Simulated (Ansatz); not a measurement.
## Geometry relaxation, with input and output: Ni

- system: Ni (slab, 3 atoms in the cell)
- method: DFT, PBE, all-electron LAPW, scalar-relativistic, spin-polarised (Ansatz 0.2.0)

It belongs to a series of runs on one base structure; here: atoms relaxed, LAPW. Figures and captions count atoms from 1; the log counts them from 0 in places.

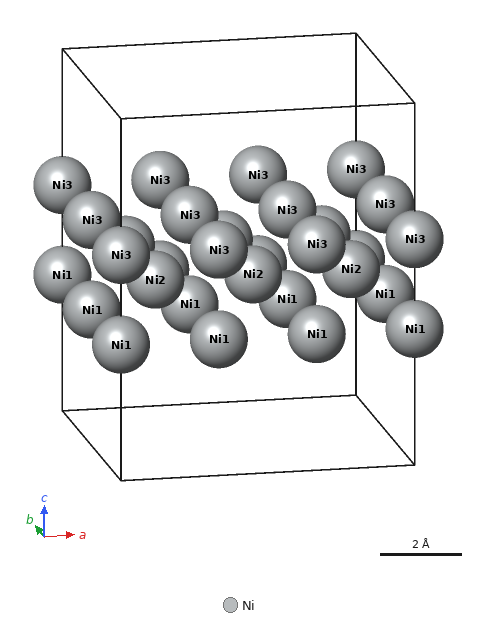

**Figure 1.** The starting structure (spheres-only view of the 3 × 2 repeat of the cell, with the vacuum cut short, seen slightly off an axis; atoms are numbered from 1 in the order of the input).

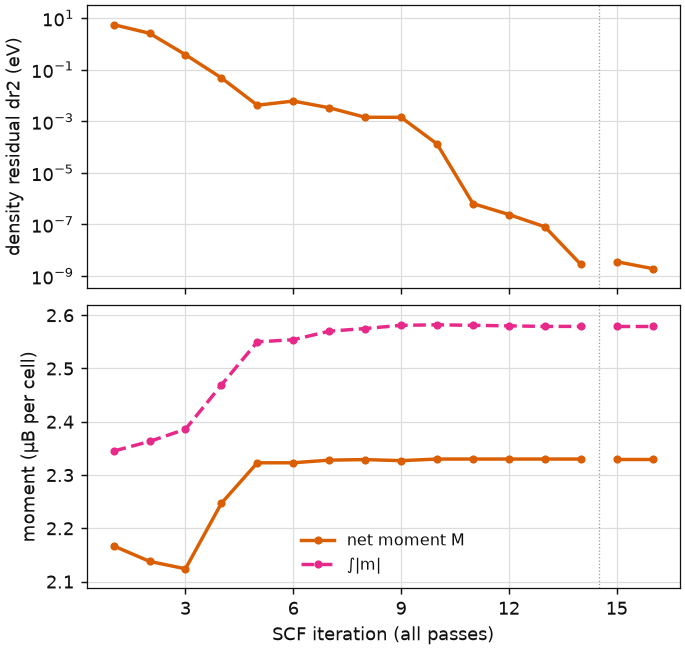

**Figure 2.** Convergence of the self-consistent field: density residual dr2 and magnetic moment against the SCF iteration. The dotted lines part the SCF passes of the relaxation: geometry steps, rejected trials and re-solves on a re-selected basis. The passes take 14 and 2 iterations. The net moment goes from 2.2 to 2.3 μB per cell.

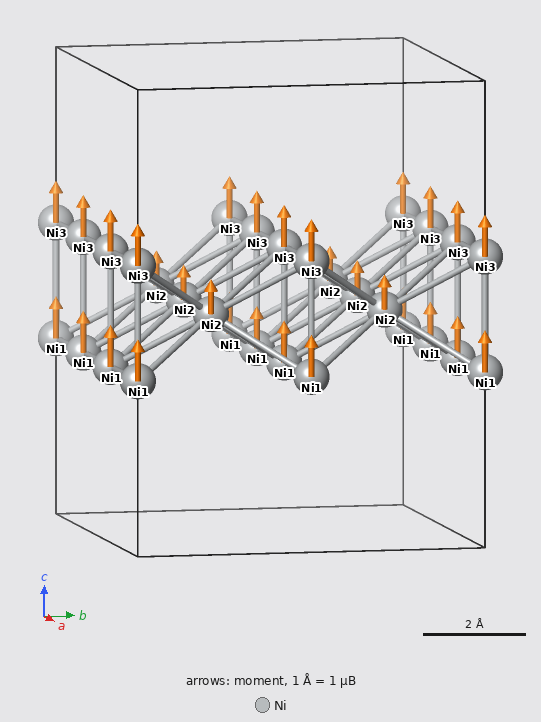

**Figure 3.** Magnetic moments of the sites as orange arrows (ball-and-stick view of the 3 × 2 repeat of the cell, with the vacuum cut short, seen slightly off an axis; atoms are numbered from 1 in the order of the input); small moments hardly show. The run is collinear, so the axis drawn is arbitrary. Site moments: Ni1, Ni3 (0.84 μB); Ni2 (0.70 μB). They are counted near the atoms and needn't add up to the moment of the cell.

These pictures come from the run below.

### Input
```yaml
crystal:
  lattice:
    - [2.4880368655, 0.0, 0.0]
    - [0.0, 3.5186154789, 0.0]
    - [0.0, 0.0, 18.488]
  atoms:
    - { symbol: Ni, position: [0.0, 0.0, 0.4376885799], spin: 1.0 }
    - { symbol: Ni, position: [0.5, 0.5, 0.5000000073], spin: 1.0 }
    - { symbol: Ni, position: [0.0, 0.0, 0.5623114128], spin: 1.0 }
magnetization:
  spin_polarized: true
kpoints:
  mp_grid: { grid: [15, 10, 1] }
scf:
  occupations: { method: fermi_dirac, width: 0.05 }
hamiltonian:
  xc: pbe
  pseudopotentials: { kind: all_electron, lapw: { basis_error: 0.001 } }
output:
  forces: true
  stress: true
  eigenvalues: true
relax:
  f_tol: 0.01
  max_steps: 12
efield:
  axis: 3
  amplitude: 0
  dipole_correction: true
```

Launch command:
```bash
ansatz run input.yaml --threads 2 --pin off --max-ram 6144MiB --backend cpu --events-out ev --progress --plain --runs-dir out
```

### Output
```
The last accepted step is kept in [file] (removed where the run ends without a failure and the disk answers)
LAPW: plane waves up to 10.229 Å⁻¹, error target 1.0e-3 eV per atom; small_component_spin mean_spin; Ni in spheres of 1.117 Å, 18 of its electrons in bands, Dirac shells [] (how accurate: hamiltonian.pseudopotentials.lapw.basis_error, Limitations)
Engine: ansatz 0.2.0, aarch64-unknown-linux-gnu
Pseudopotentials: kind: all_electron
Pseudopotential: Ni, LAPW, valence charge 18, lapw/all_electron/scalar/gaussian/Ni, Koelling and Harmon's equation, gaussian nucleus
Functional definition: PBE
  parameter kappa = 0.804
  parameter beta = 0.06672455060314922
  exchange = pbe_x(kappa = kappa, mu = beta*pi^2/3)
  correlation = pbe_c(beta = beta)
Crystal: 3 atoms, lattice volume = 161.852 Å³
Basis set: ecut = 398.6459209269309 eV, 2847 PW (Γ), exchange–correlation at level 2
Bands: 35, of which v1, the nominal top of the filled ones, is band 27 counted from 1 (26 counted from 0)
Symmetry: 4 space group operations
k-points: 48 of 150
Non-local potential: Ni, projectors of the file, none
Initial density: superposition of atomic densities (neutral atoms: chi_scale 0, normalization atom)
Starting moments: Σ|m| = 3 μB on 3 of 3 sites
Initial wavefunctions: plane waves of lowest kinetic energy (no species holds an atomic orbital)
Functional: x = pbe(κ = 0.804, μ = 0.2195149727645171), c = pbe(β = 0.06672455060314922)
iter 1 solved again at ethr=1.03e-2 eV; its pass at ethr=1.00e-1 eV (dr2=5.56e0 eV) is discarded
SCF iter   1: F=—  HF=-124147.201419 eV  |F-HF|=—  |Δ(HF+E_count)|=         —  Δρ=1.69e-2 (↑9.30e-3 ↓1.69e-2)  dr2=5.60e0  dr2_m=6.67e-2  M=2.167 μB ∫|m|=2.345 μB  β_m=1.00  ethr=1.03e-2  p=0.000 e·Å  D=6.50e-16 V/Å  ΔV_dip=-0.00 eV  dr2_dipole=9.55e-11  V_vac-E_F(+/−)=8.08/8.08 eV  ⟨swp⟩=2.0  Hψ=22596  notcnv=0
Mixer restart at iter 1: flushing history
efield: sawtooth ramp at fractional position 0.9500 (placed from the atoms, in the widest stretch of the axis that holds none; the zero of the levels goes with the place), width 0.1000; the density the first Hamiltonian is built on has a dipole p = 0.000 e·Å; the dipole correction subtracts the counter field D = 1.51e-14 V/Å, which shifts the + side's vacuum level by -0.00 eV against the − side's; the planar-averaged density in the ramp window peaks in size at 2.7e-7 e/Å³
preconditioner: auto → LDOS  [metal: Δε(μ)=0.018 eV  Ē_g=7.900 eV  σ=0.050 eV  W_gap=0.09  n_scr=30 (ndim 8)  ℏωp=16.0 eV  f_vac=0.690  D(μ)=6.96/eV (n_scr^D=56)]
spin=Collinear: LDOS preconditioning applied to the charge; magnetization (m = ρ↑ − ρ↓) channel mixes plain (no charge-response kernel on spin).
SCF iter   2: F=—  HF=-124146.464053 eV  |F-HF|=—  |Δ(HF+E_count)|=   7.37e-1  Δρ=8.80e-3 (↑7.71e-3 ↓8.80e-3)  dr2=2.58e0  dr2_m=1.31e-3  M=2.138 μB ∫|m|=2.363 μB  β_m=0.39  ethr=1.03e-2  p=-0.000 e·Å  D=-2.64e-8 V/Å  ΔV_dip=0.00 eV  dr2_dipole=1.11e-11  V_vac-E_F(+/−)=7.04/7.04 eV  ⟨swp⟩=2.2  Hψ=10001  notcnv=0  defer=1
density mixer auto → msr1: a metal under ldos (density of states about μ 3.09 of a free-electron gas's, 30 screened modes)
SCF iter   3: F=—  HF=-124146.038732 eV  |F-HF|=—  |Δ(HF+E_count)|=   4.25e-1  Δρ=6.60e-3 (↑6.60e-3 ↓3.60e-3)  dr2=3.82e-1  dr2_m=1.39e-2  M=2.124 μB ∫|m|=2.386 μB  β_m=0.70  ethr=4.79e-3  p=-0.000 e·Å  D=-2.37e-9 V/Å  ΔV_dip=0.00 eV  dr2_dipole=2.07e-12  V_vac-E_F(+/−)=5.55/5.55 eV  ⟨swp⟩=3.0  Hψ=10315  notcnv=0
SCF iter   4: F=—  HF=-124146.120588 eV  |F-HF|=—  |Δ(HF+E_count)|=   8.19e-2  Δρ=2.16e-3 (↑2.16e-3 ↓8.98e-4)  dr2=4.82e-2  dr2_m=1.34e-3  M=2.247 μB ∫|m|=2.469 μB  β_m=0.69  ethr=7.07e-4  p=-0.000 e·Å  D=-1.44e-7 V/Å  ΔV_dip=0.00 eV  dr2_dipole=1.29e-12  V_vac-E_F(+/−)=4.72/4.72 eV  ⟨swp⟩=3.4  Hψ=10577  notcnv=0
iter 5 solved again at ethr=7.86e-6 eV; its pass at ethr=8.92e-5 eV (dr2=4.25e-3 eV) is discarded
SCF iter   5: F=—  HF=-124146.131974 eV  |F-HF|=—  |Δ(HF+E_count)|=         —  Δρ=1.35e-3 (↑1.35e-3 ↓5.40e-4)  dr2=4.19e-3  dr2_m=1.13e-3  M=2.323 μB ∫|m|=2.550 μB  β_m=0.69  ethr=7.86e-6  p=0.000 e·Å  D=8.54e-8 V/Å  ΔV_dip=-0.00 eV  dr2_dipole=4.46e-12  V_vac-E_F(+/−)=4.45/4.45 eV  ⟨swp⟩=2.0  Hψ=16908  notcnv=0
the basis was enlarged: its passes take 1.6 MiB over the memory plan, 2 of 2 planned eigensolver slots
SCF iter   6: F=—  HF=-124146.132620 eV  |F-HF|=—  |Δ(HF+E_count)|=   6.46e-4  Δρ=7.74e-4 (↑7.74e-4 ↓3.61e-4)  dr2=6.07e-3  dr2_m=1.02e-4  M=2.323 μB ∫|m|=2.554 μB  β_m=0.84  ethr=7.77e-6  p=0.000 e·Å  D=5.69e-8 V/Å  ΔV_dip=-0.00 eV  dr2_dipole=4.46e-12  V_vac-E_F(+/−)=4.50/4.50 eV  ⟨swp⟩=2.0  Hψ=9353  notcnv=0
SCF iter   7: F=—  HF=-124146.133255 eV  |F-HF|=—  |Δ(HF+E_count)|=   6.35e-4  Δρ=5.14e-4 (↑5.14e-4 ↓3.50e-4)  dr2=3.34e-3  dr2_m=2.83e-5  M=2.328 μB ∫|m|=2.570 μB  β_m=0.75  ethr=7.77e-6  p=0.000 e·Å  D=5.16e-8 V/Å  ΔV_dip=-0.00 eV  dr2_dipole=4.05e-12  V_vac-E_F(+/−)=4.44/4.44 eV  ⟨swp⟩=2.0  Hψ=9347  notcnv=0
SCF iter   8: F=—  HF=-124146.133100 eV  |F-HF|=—  |Δ(HF+E_count)|=   1.55e-4  Δρ=3.89e-4 (↑3.89e-4 ↓2.91e-4)  dr2=1.43e-3  dr2_m=6.97e-6  M=2.329 μB ∫|m|=2.575 μB  β_m=0.76  ethr=6.19e-6  p=0.000 e·Å  D=2.01e-8 V/Å  ΔV_dip=-0.00 eV  dr2_dipole=1.33e-12  V_vac-E_F(+/−)=4.41/4.41 eV  ⟨swp⟩=2.2  Hψ=9414  notcnv=0
SCF iter   9: F=—  HF=-124146.133552 eV  |F-HF|=—  |Δ(HF+E_count)|=   4.52e-4  Δρ=3.32e-4 (↑2.14e-4 ↓3.32e-4)  dr2=1.42e-3  dr2_m=1.13e-5  M=2.327 μB ∫|m|=2.581 μB  β_m=0.76  ethr=2.64e-6  p=-0.000 e·Å  D=-6.19e-8 V/Å  ΔV_dip=0.00 eV  dr2_dipole=7.00e-13  V_vac-E_F(+/−)=4.45/4.45 eV  ⟨swp⟩=2.4  Hψ=9461  notcnv=0
SCF iter  10: F=—  HF=-124146.133776 eV  |F-HF|=—  |Δ(HF+E_count)|=   2.24e-4  Δρ=9.42e-5 (↑9.42e-5 ↓7.90e-5)  dr2=1.32e-4  dr2_m=3.10e-6  M=2.330 μB ∫|m|=2.582 μB  β_m=0.83  ethr=2.63e-6  p=-0.000 e·Å  D=-9.48e-8 V/Å  ΔV_dip=0.00 eV  dr2_dipole=4.24e-13  V_vac-E_F(+/−)=4.43/4.43 eV  ⟨swp⟩=2.0  Hψ=9409  notcnv=0
SCF iter  11: F=—  HF=-124146.133793 eV  |F-HF|=—  |Δ(HF+E_count)|=   1.71e-5  Δρ=3.45e-5 (↑2.21e-5 ↓3.45e-5)  dr2=6.44e-7  dr2_m=1.09e-6  M=2.330 μB ∫|m|=2.581 μB  β_m=0.91  ethr=2.45e-7  p=0.000 e·Å  D=7.88e-9 V/Å  ΔV_dip=-0.00 eV  dr2_dipole=4.42e-14  V_vac-E_F(+/−)=4.42/4.42 eV  ⟨swp⟩=2.8  Hψ=9491  notcnv=0
SCF iter  12: F=—  HF=-124146.133798 eV  |F-HF|=—  |Δ(HF+E_count)|=   5.41e-6  Δρ=1.31e-5 (↑5.15e-6 ↓1.31e-5)  dr2=2.42e-7  dr2_m=8.38e-8  M=2.330 μB ∫|m|=2.580 μB  β_m=0.84  ethr=1.19e-9  p=-0.000 e·Å  D=-8.72e-8 V/Å  ΔV_dip=0.00 eV  dr2_dipole=1.78e-12  V_vac-E_F(+/−)=4.42/4.42 eV  ⟨swp⟩=3.0  Hψ=10903  notcnv=0
SCF iter  13: F=—  HF=-124146.133798 eV  |F-HF|=—  |Δ(HF+E_count)|=   7.14e-7  Δρ=2.52e-6 (↑1.98e-6 ↓2.52e-6)  dr2=8.12e-8  dr2_m=1.51e-9  M=2.330 μB ∫|m|=2.579 μB  β_m=0.87  ethr=4.49e-10  p=0.000 e·Å  D=8.09e-9 V/Å  ΔV_dip=-0.00 eV  dr2_dipole=8.77e-15  V_vac-E_F(+/−)=4.42/4.42 eV  ⟨swp⟩=3.0  Hψ=10895  notcnv=0
SCF iter  14: F=-124146.133798 eV  HF=-124146.133798 eV  |F-HF|=3.90e-9  |Δ(HF+E_count)|=   3.39e-8  Δρ=7.74e-7 (↑4.70e-7 ↓7.74e-7)  dr2=2.83e-9  dr2_m=2.33e-10  M=2.330 μB ∫|m|=2.579 μB  ethr=1.50e-10  p=-0.000 e·Å  D=-3.41e-8 V/Å  ΔV_dip=0.00 eV  dr2_dipole=2.31e-12  V_vac-E_F(+/−)=4.42/4.42 eV  ⟨swp⟩=2.9  Hψ=9545  notcnv=0
SCF 1 converged in 14 iterations: F = -124146.133798 eV  dr2 = 2.83e-9
relax step   1: F+E_penalty+E_count = -124146.13379760 eV  Δ(F+E_penalty+E_count) = +0.000e0 eV  max|allowed force component| = 2.963e-3 eV/Å  Δτ_max = 0.0000 Å  (14 SCF iters, dr2 threshold 2.50e-6 eV, accepted)
Initial density: handed on by an earlier stage of this run
Starting moments: Σ|m| = 3 μB on 3 of 3 sites; this step starts from the density that it was given
Initial wavefunctions: those handed on with the density
iter 1 solved again at ethr=6.47e-12 eV; its pass at ethr=1.00e-1 eV (dr2=3.49e-9 eV) is discarded
SCF iter   1: F=—  HF=-124146.133798 eV  |F-HF|=—  |Δ(HF+E_count)|=         —  Δρ=8.10e-7 (↑4.77e-7 ↓8.10e-7)  dr2=3.58e-9  dr2_m=3.20e-10  M=2.330 μB ∫|m|=2.579 μB  β_m=1.00  ethr=6.47e-12  p=-0.000 e·Å  D=-3.41e-8 V/Å  ΔV_dip=0.00 eV  dr2_dipole=1.62e-13  V_vac-E_F(+/−)=4.42/4.42 eV  ⟨swp⟩=2.0  Hψ=13367  notcnv=0
efield: sawtooth ramp at fractional position 0.9500 (handed on by an earlier solve), width 0.1000; the density the first Hamiltonian is built on has a dipole p = -0.000 e·Å; the dipole correction subtracts the counter field D = -3.41e-8 V/Å, which shifts the + side's vacuum level by +0.00 eV against the − side's; the planar-averaged density in the ramp window peaks in size at 1.8e-7 e/Å³
preconditioner: auto → LDOS  [metal: Δε(μ)=0.002 eV  Ē_g=6.598 eV  σ=0.050 eV  W_gap=0.01  n_scr=8 (ndim 8)  ℏωp=16.0 eV  f_vac=0.708  D(μ)=5.85/eV (n_scr^D=42)]
spin=Collinear: LDOS preconditioning applied to the charge; magnetization (m = ρ↑ − ρ↓) channel mixes plain (no charge-response kernel on spin).
SCF iter   2: F=-124146.133798 eV  HF=-124146.133798 eV  |F-HF|=1.14e-9  |Δ(HF+E_count)|=   4.47e-9  Δρ=5.46e-7 (↑2.97e-7 ↓5.46e-7)  dr2=1.94e-9  dr2_m=5.24e-11  M=2.330 μB ∫|m|=2.579 μB  ethr=6.47e-12  p=-0.000 e·Å  D=-2.08e-8 V/Å  ΔV_dip=0.00 eV  dr2_dipole=1.79e-12  V_vac-E_F(+/−)=4.42/4.42 eV  ⟨swp⟩=2.2  Hψ=9363  notcnv=0
SCF 2 converged in 2 iterations: F = -124146.133798 eV  dr2 = 1.94e-9
relax step   2: F+E_penalty+E_count = -124146.13379761 eV  Δ(F+E_penalty+E_count) = -2.547e-9 eV  max|allowed force component| = 3.002e-3 eV/Å  Δτ_max = 0.0000 Å  (2 SCF iters, accepted)
SCF converged after 2 iterations
Stability not checked: this state was not tested for a lower state beside it, because the mixer in use, unlike msr1, does not test its closes by its own steps (another_mixer; see scf.mixing.algorithm and scf.lower_state_search)
Magnetization: 2.3303 μB (28.1651 up, 25.8349 down)
Absolute magnetization: 2.5791 μB (∫|ρ↑−ρ↓|)
Spin contamination: 0.0297 ħ² per cell (⟨S²⟩ above its minimum at these occupations)
Per-site moments (μB) at R_I (Å): [(0.8362947156131355, 1.1174530466564228), (0.6974153894357169, 1.1174530466564228), (0.836295823596668, 1.1174530466564228)]
Free energy (F): -124146.133798 eV
Harris-Foulkes:  -124146.133798 eV  (|F-HF|=1.14e-9)
Internal energy: -124146.087275 eV  (E = F + TS)
E sigma→0 (E₀):  -124146.110536 eV
Entropy (-TS):   -0.046523 eV (-15.508 meV/atom)
Fermi energy:    0.227104 eV
Dipole field:    D = -0.000000 V/Å  (p = -0.000000 e·Å, saw-weighted, corrected)
Work function:   Φ+ = 4.4237 eV   Φ− = 4.4237 eV
Levels:          The Fermi level and band energies are counted from a zero that moves with the ramp; work functions are not
--- Per-component energies (eV) ---
  E_band       = -1808.508134
  E_kinetic    = 126131.403465
  E_xc         = -5189.972384
  E_efield     = 0.000000  (sawtooth field / dipole correction)
  E_electrostatic = -245087.518356  (all electrons and nuclei)
  E_smearing   = -0.046523  (= −TS)
  E_closure    = 0.000000  (closes the sum)
  E_atoms      = -124127.267711  (free atoms, spherical and without spin; not in F)
  Σ components = -124146.133798   (vs F -124146.133798, Δ=0.00e0)
  Basis errors (estimates in eV, not in F): energy 4.6e-4 per atom: plane waves 4.2e-4 (2.4e-4 summed), levels above the bands 1.7e-60, relativity 5.8e-8, radial functions 3.2e-5, core shells 7.1e-9; eigenvalues (radial functions only) 2.7e-7; not estimated: angular momenta, meshes, grids; target (lapw.basis_error) 1.0e-3; muffin-tin radii Ni 1.117 Å
--- Forces (eV/Å), atoms counted from 1 ---
  atom   1  Ni     0.00000000    -0.00000000    -0.00299820
  atom   2  Ni     0.00000000    -0.00000000    -0.00000111
  atom   3  Ni     0.00000000     0.00000000     0.00300317
  max |Σ_I F_I| component: 3.86e-6 eV/Å
--- Stress (GPa, compression-positive) ---
       -1.815190      -0.000000       0.000000
       -0.000000      -1.406509      -0.000000
        0.000000      -0.000000       0.007942
  P = ⅓ Tr σ = -1.0713 GPa (-10.713 kbar)
--- Band table (eV; the first three rows and the last of 96) ---
  k-point 0 ↑: bands = ["-103.3937", "-103.2351", "-103.2224", "-63.8880", "-63.7931", "-63.7353", "-63.6348", "-63.5831", "-63.5782", "-63.5761", "-63.5542", "-63.5405", "-7.2494", "-3.8937", "-3.7178", "-3.3453", "-2.3128", "-2.2873", "-2.2609", "-2.0220", "-1.9166", "-1.2260", "-1.2069", "-1.1713", "-0.9438", "-0.9393", "-0.8264", "-0.4763", "-0.3077", "1.5881", "4.1870", "4.5575", "4.8002", "5.8923", "6.0689"]
  k-point 1 ↑: bands = ["-103.3935", "-103.2353", "-103.2224", "-63.8889", "-63.7925", "-63.7323", "-63.6365", "-63.5847", "-63.5837", "-63.5782", "-63.5440", "-63.5428", "-7.1289", "-3.8866", "-3.7367", "-3.3112", "-2.4188", "-2.2733", "-2.1152", "-2.0238", "-1.8539", "-1.2857", "-1.2097", "-1.1968", "-0.9772", "-0.8345", "-0.7978", "-0.4692", "-0.3296", "1.6630", "3.9930", "4.2900", "4.6757", "6.0054", "6.1452"]
  k-point 2 ↑: bands = ["-103.3928", "-103.2359", "-103.2224", "-63.8911", "-63.7909", "-63.7245", "-63.6414", "-63.5953", "-63.5853", "-63.5782", "-63.5492", "-63.5286", "-6.7759", "-3.8946", "-3.7798", "-3.2110", "-2.5788", "-2.2061", "-2.0271", "-1.8208", "-1.7332", "-1.4516", "-1.1719", "-1.1601", "-1.0613", "-0.7259", "-0.6900", "-0.4428", "-0.3866", "1.8844", "2.4674", "4.5555", "5.0278", "5.9386", "6.3364"]
  k-point 47 ↓: bands = ["-102.5076", "-102.2108", "-102.1953", "-63.0282", "-62.9873", "-62.8282", "-62.7135", "-62.7029", "-62.6846", "-62.5929", "-62.5910", "-62.5527", "-3.4434", "-2.8946", "-2.7640", "-2.0364", "-1.9116", "-1.7159", "-1.5774", "-0.9951", "-0.8149", "-0.7817", "-0.2020", "-0.0753", "0.3731", "0.4809", "0.6912", "1.8213", "2.4126", "6.0945", "6.8785", "7.5527", "7.8852", "8.2793", "9.2383"]
--- Relaxed structure (2 steps of the walk, 2 accepted, 0 SCFs on fresh bases) ---
  F+E_penalty+E_count = -124146.13379761 eV   max|allowed force component| = 3.002e-3 eV/Å
  atoms:
    - { symbol: Ni, position: [0.0, 0.0, 0.4376885799] }
    - { symbol: Ni, position: [0.5, 0.49999999999999994, 0.5000000073] }
    - { symbol: Ni, position: [0.0, 0.0, 0.5623114128] }
```

### Trajectory as extended XYZ (Å, eV, eV/Å), 2 frames, from step=1 to step=2
```
3
Lattice="2.4880 0.0000 0.0000 0.0000 3.5186 0.0000 0.0000 0.0000 18.4880" Properties=species:S:1:pos:R:3:forces:R:3 step=1 energy=-124146.13380
Ni    0.0000    0.0000    8.0920    0.0000   0.0000  -0.0030
Ni    1.2440    1.7593    9.2440    0.0000   0.0000   0.0000
Ni    0.0000    0.0000   10.3960    0.0000   0.0000   0.0030
3
Lattice="2.4880 0.0000 0.0000 0.0000 3.5186 0.0000 0.0000 0.0000 18.4880" Properties=species:S:1:pos:R:3:forces:R:3 step=2 energy=-124146.13380
Ni    0.0000    0.0000    8.0920    0.0000   0.0000  -0.0030
Ni    1.2440    1.7593    9.2440    0.0000   0.0000   0.0000
Ni    0.0000    0.0000   10.3960    0.0000   0.0000   0.0030
```

### Results in brief

- outcome: converged
- electrons in bands (core shells apart): 54
- free energy: −124146.1338 eV
- Fermi energy: 0.227 eV
- net moment of the cell: 2.33 μB
- integrated absolute moment: 2.58 μB
- final volume: 161.85 Å³
- largest force (length of the vector) at the end: 0.003 eV/Å
- hardware: 2 threads of Arm Neoverse V2, 24 GiB of memory available, shared host
- wall time: 5 min (CPU time 10 min)
- peak memory: 2.9 GiB
